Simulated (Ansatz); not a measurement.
Single-point calculation of Si$_{3}$N$_{4}$

Si$_{3}$N$_{4}$ (P6₃/m, 14 atoms in the cell), computed with DFT PBE+D3(BJ), scalar-relativistic, plane waves, PAW, no spin polarisation (Ansatz 0.2.0).

The structure derives from an entry of the Crystallography Open Database. Figures and captions count atoms from 1; the log counts them from 0 in places.

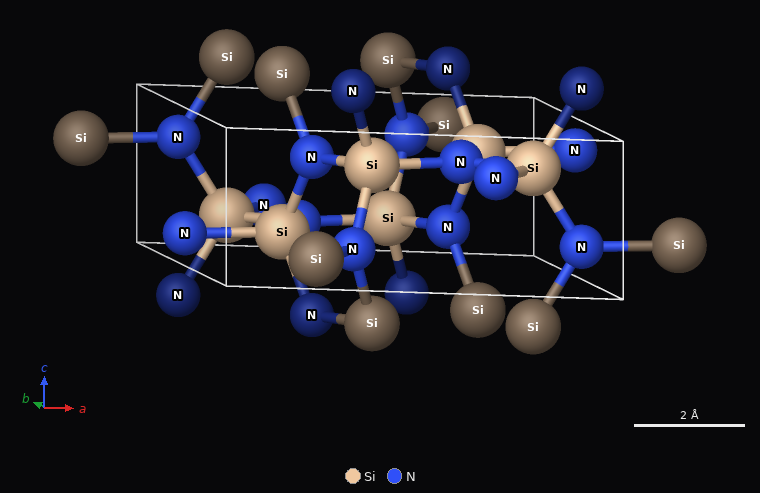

Fig. 1: The structure as given in the input (ball-and-stick view of the cell of the calculation, seen slightly off an axis; neighbours outside the cell are drawn fainter).

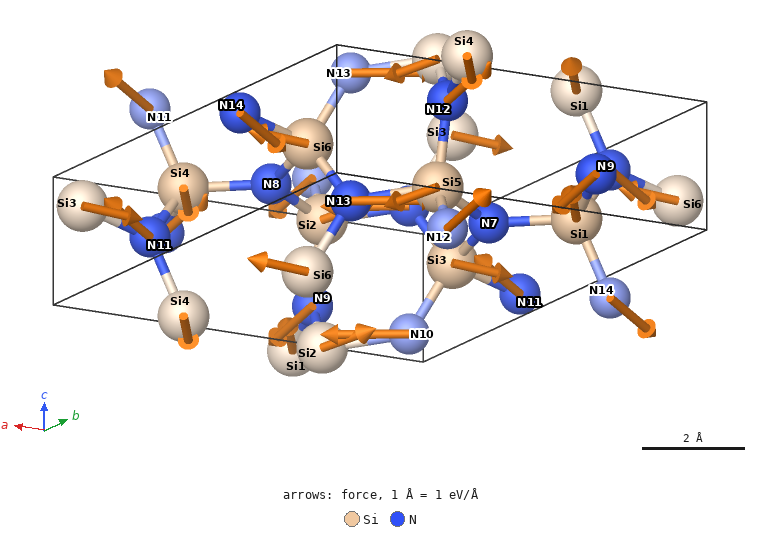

Fig. 2: Forces on the atoms as orange arrows (ball-and-stick view of the cell of the calculation, seen at an oblique angle; neighbours outside the cell are drawn fainter; atoms are numbered from 1 in the order of the input). The largest act on N9, N10, N11, N12, N13, N14 (1.76 eV/Å); all 6 Si atoms (1.31 eV/Å). The geometry is not a stationary point of this energy.

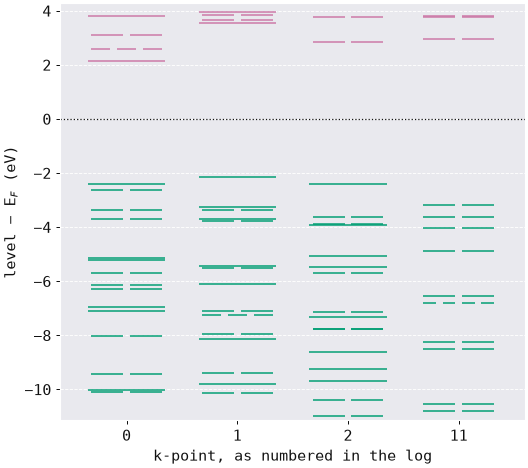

Fig. 3: Kohn–Sham levels near the Fermi level (dotted) at the few k-points that the log prints; levels within 0.02 eV of each other stand side by side. Among these points the highest filled and lowest empty levels are 4.30 eV apart, which is the gap on the mesh.

The input that produced these results follows, with the program's output.

### Input file
```yaml
crystal:
  lattice:
    - [7.6093012536, 0.0, 0.0]
    - [-3.8046506268, 6.5898481906, 0.0]
    - [0.0, 0.0, 2.9079]
  atoms:
    - { symbol: Si, position: [0.1742, 0.7678, 0.25] }
    - { symbol: Si, position: [0.4064, 0.1742, 0.75] }
    - { symbol: Si, position: [0.2322, 0.4064, 0.25] }
    - { symbol: Si, position: [0.8258, 0.2322, 0.75] }
    - { symbol: Si, position: [0.5936, 0.8258, 0.25] }
    - { symbol: Si, position: [0.7678, 0.5936, 0.75] }
    - { symbol: "N", position: [0.3333333333, 0.6666666667, 0.25] }
    - { symbol: "N", position: [0.6666666667, 0.3333333333, 0.75] }
    - { symbol: "N", position: [0.329, 0.039, 0.25] }
    - { symbol: "N", position: [0.29, 0.329, 0.75] }
    - { symbol: "N", position: [0.961, 0.29, 0.25] }
    - { symbol: "N", position: [0.671, 0.961, 0.75] }
    - { symbol: "N", position: [0.71, 0.671, 0.25] }
    - { symbol: "N", position: [0.039, 0.71, 0.75] }
basis:
  ecutwfc: 420
kpoints:
  mp_grid: { grid: [3, 3, 6] }
hamiltonian:
  xc: pbe
  dispersion: d3bj
scf:
  occupations: { method: gaussian, width: 0.1 }
output:
  forces: true
  stress: true
  eigenvalues: true
```

Launched with:
```bash
ansatz run input.yaml --threads 4 --pin off --max-ram 10240MiB --backend cpu --events-out ev --progress --plain --runs-dir out
```

### The program's output
```
Engine: ansatz 0.2.0, x86_64-unknown-linux-gnu
Pseudopotentials: kind: paw
Pseudopotential: Si, paw, valence charge 4, recommended cutoff 420 eV (normal), Si.paw.azcp
Pseudopotential: N, paw, valence charge 5, recommended cutoff 420 eV (normal), N.paw.azcp
Functional definition: PBE
  parameter kappa = 0.804
  parameter beta = 0.06672455060314922
  exchange = pbe_x(kappa = kappa, mu = beta*pi^2/3)
  correlation = pbe_c(beta = beta)
Crystal: 14 atoms, lattice volume = 145.814 Å³
Basis set: ecut = 420 eV, 2859 PW (Γ), exchange–correlation on 108×108×40 points (8 copies of the dense FFT grid, shifted against one another)
Bands: 46, of which v1, the nominal top of the filled ones, is band 32 counted from 1 (31 counted from 0)
Symmetry: 12 space group operations
Space group: P63/m (ITA 176), of the structure as read, at distance tolerance 5.3e-5 Å
k-points: 12 of 54
Non-local potential: Si, projectors of the file, l = 0: 2, l = 1: 2, l = 2: 2
Non-local potential: N, projectors of the file, l = 0: 2, l = 1: 2, l = 2: 1
PAW form: soft (Blöchl's): semilocal exchange-correlation on the pseudo side does not see the compensation charge
PAW one-centre angular grid: Si, 110 points (default); XC on 64 Gauss nodes
PAW one-centre angular grid: N, 110 points (default); XC on 64 Gauss nodes
Initial density: superposition of atomic densities (neutral atoms: chi_scale 0, normalization atom), corrected by the library's trained network
Initial wavefunctions: pseudopotential atomic-orbital guess
Functional: x = pbe(κ = 0.804, μ = 0.2195149727645171), c = pbe(β = 0.06672455060314922)
SCF iter   1: F=—  HF=-6904.986767 eV  |F-HF|=—  |Δ(HF+E_count)|=         —  Δρ=1.80e-3  dr2=3.90e-3  ethr=1.77e-3  ⟨swp⟩=8.3  Hψ=2976  notcnv=0
preconditioner: auto → Resta (q_TF=auto, 2.378 Å⁻¹)  ε∞=3.9  [insulator: Δε(μ)=4.313 eV  Ē_g=14.333 eV  σ=0.100 eV  W_gap=1.00  n_scr=32 (ndim 8)  ℏωp=24.6 eV  f_vac=0.032  D(μ)=0.00/eV (n_scr^D=0)  ε∞_Penn≈3.9]
SCF iter   2: F=—  HF=-6904.988431 eV  |F-HF|=—  |Δ(HF+E_count)|=   1.66e-3  Δρ=1.00e-3  dr2=9.86e-4  ethr=6.09e-6  ⟨swp⟩=2.1  Hψ=1015  notcnv=0  defer=1
SCF iter   3: F=—  HF=-6904.989062 eV  |F-HF|=—  |Δ(HF+E_count)|=   6.32e-4  Δρ=3.30e-4  dr2=2.06e-4  ethr=1.54e-6  ⟨swp⟩=2.2  Hψ=761  notcnv=0
automatic band count: iteration 3 solves 41 bands in place of 46: the levels show a gap, and the empty bands left out lie too high to hold charge; the band table lists the bands solved (type scf.n_extra_bands for more)
SCF iter   4: F=—  HF=-6904.989101 eV  |F-HF|=—  |Δ(HF+E_count)|=   3.90e-5  Δρ=8.54e-5  dr2=1.19e-5  ethr=3.22e-7  ⟨swp⟩=2.1  Hψ=729  notcnv=0
SCF iter   5: F=—  HF=-6904.989048 eV  |F-HF|=—  |Δ(HF+E_count)|=   5.29e-5  Δρ=3.36e-5  dr2=2.49e-6  ethr=1.85e-8  ⟨swp⟩=2.8  Hψ=840  notcnv=0
SCF iter   6: F=—  HF=-6904.989051 eV  |F-HF|=—  |Δ(HF+E_count)|=   2.80e-6  Δρ=1.10e-5  dr2=2.38e-7  ethr=3.90e-9  ⟨swp⟩=2.2  Hψ=790  notcnv=0
SCF iter   7: F=-6904.989051 eV  HF=-6904.989051 eV  |F-HF|=3.98e-8  |Δ(HF+E_count)|=   2.18e-7  Δρ=4.79e-6  dr2=3.38e-8  ethr=1.56e-10  ⟨swp⟩=10.2  Hψ=2355  notcnv=0
SCF 1 converged in 7 iterations: F = -6904.989051 eV  dr2 = 3.38e-8
  greatest PAW one-centre occupation: 0.791 electrons in one spin orbital (limit 2), on the N atom at site 7 (counted from 0), in its partial waves of l = 0
SCF converged after 7 iterations
Free energy (F): -6904.989051 eV
Harris-Foulkes:  -6904.989051 eV  (|F-HF|=3.98e-8)
Internal energy: -6904.989051 eV  (E = F + TS)
E sigma→0 (E₀):  -6904.989051 eV
Fermi energy:    10.427160 eV
--- Per-component energies (eV) ---
  E_band       = 61.919463
  E_kinetic    = 1355.651422
  E_local      = -2141.756276  (includes V_loc(G=0)·N_el)
  E_nonlocal   = 510.839734
  E_hartree    = 712.661738
  E_xc         = -828.071529
  E_vxc        = -913.470647  (∫ρ·V_xc dr)
  E_paw        = -4101.014855  (= ΣΔE_a)
  E_vpaw       = -174.671469  (= ΣTr[D̂ρ^β])
  E_aug_tail   = 0.000840  (compensation charges beyond the density's cutoff)
  E_ewald      = -2409.707281
  E_disp       = -3.592845  (pairwise vdW)
  E_smearing   = -0.000000  (= −TS)
  E_closure    = -0.000000  (closes the sum)
  Σ components = -6904.989051   (vs F -6904.989051, Δ=0.00e0)
--- Forces (eV/Å), atoms counted from 1 ---
  atom   1  Si     0.51148519     1.20749128     0.00000000
  atom   2  Si    -0.78997553     1.04670481     0.00000000
  atom   3  Si    -1.30146072    -0.16078647    -0.00000000
  atom   4  Si    -0.51148519    -1.20749128    -0.00000000
  atom   5  Si     0.78997553    -1.04670481    -0.00000000
  atom   6  Si     1.30146072     0.16078647     0.00000000
  atom   7  N      0.00000000    -0.00000000    -0.00000000
  atom   8  N      0.00000000     0.00000000     0.00000000
  atom   9  N      0.37069933    -1.72041411    -0.00000000
  atom  10  N      1.67527199    -0.53917201    -0.00000000
  atom  11  N      1.30457265     1.18124209     0.00000000
  atom  12  N     -0.37069933     1.72041411     0.00000000
  atom  13  N     -1.67527199     0.53917201     0.00000000
  atom  14  N     -1.30457265    -1.18124209    -0.00000000
  max |Σ_I F_I| component: 4.44e-16 eV/Å
--- Stress (GPa, compression-positive) ---
       -0.667689       0.000001      -0.000000
       -0.000001      -0.667689       0.000000
       -0.000000       0.000000       8.411300
  P = ⅓ Tr σ = 2.3586 GPa (23.586 kbar)
--- Band table (eV; the first three rows and the last of 12) ---
  k-point 0: bands = ["-9.9634", "-8.5340", "-8.5340", "-7.9686", "-7.7069", "-7.7069", "-6.5374", "-6.0759", "0.3325", "0.3325", "0.3900", "1.0046", "1.0046", "2.3958", "2.3958", "3.3375", "3.4896", "4.1310", "4.1310", "4.2779", "4.2779", "4.7274", "4.7274", "5.2060", "5.2949", "6.7209", "6.7209", "7.0439", "7.0439", "7.7934", "7.8127", "8.0067", "12.5764", "13.0247", "13.0247", "13.0320", "13.5220", "13.5220", "14.2536", "15.7960", "16.1094"]
  k-point 1: bands = ["-9.6293", "-8.2340", "-8.2340", "-7.7326", "-7.4524", "-7.4524", "-6.4150", "-6.0548", "0.2873", "0.2873", "0.6097", "1.0236", "1.0236", "2.3040", "2.4877", "2.4877", "3.1911", "3.1936", "3.1936", "3.3187", "3.3187", "4.3257", "4.8996", "4.8996", "4.9936", "6.6493", "6.6493", "6.7118", "7.0462", "7.0462", "7.1628", "8.2763", "13.9939", "14.1036", "14.1036", "14.2660", "14.2660", "14.3824", "14.7774", "15.7876", "16.1849"]
  k-point 2: bands = ["-8.7002", "-7.4538", "-7.4538", "-7.1929", "-6.8787", "-6.8787", "-6.2370", "-6.2106", "-0.5605", "-0.5605", "0.0499", "0.0499", "0.7458", "1.1946", "1.8021", "2.6468", "2.6468", "2.6762", "2.6762", "3.0933", "3.2854", "3.2854", "4.7214", "4.7214", "4.9717", "5.3459", "6.4956", "6.5332", "6.5332", "6.8187", "6.8187", "8.0129", "13.2824", "13.2824", "14.2169", "14.2169", "15.1612", "15.4293", "16.0361", "16.1637", "16.1637"]
  k-point 11: bands = ["-7.3870", "-7.3870", "-6.8358", "-6.8358", "-6.8172", "-6.8172", "-6.2568", "-6.2568", "-0.9497", "-0.9497", "-0.3770", "-0.3770", "-0.1017", "-0.1017", "1.9389", "1.9389", "2.1648", "2.1648", "3.6045", "3.6045", "3.6167", "3.6167", "3.8877", "3.8877", "5.5370", "5.5370", "6.3782", "6.3782", "6.7923", "6.7923", "7.2375", "7.2375", "13.3776", "13.3776", "14.1928", "14.1928", "14.2443", "14.2443", "14.7033", "14.7033", "14.7753"]
```

### Results in brief

- outcome: converged
- space group (tolerance 0.01 Å): P6₃/m (176)
- electrons treated: 64
- free energy: −6904.9891 eV
- Fermi energy: 10.427 eV
- gap on the k-point mesh: 4.30 eV
- pressure: 2.36 GPa
- largest force (length of the vector): 1.760 eV/Å
- hardware: 4 threads of AMD EPYC 7571, 32 GiB of memory available, shared host
- wall time: 3.4 s (CPU time 12 s)
- peak memory: 0.57 GiB
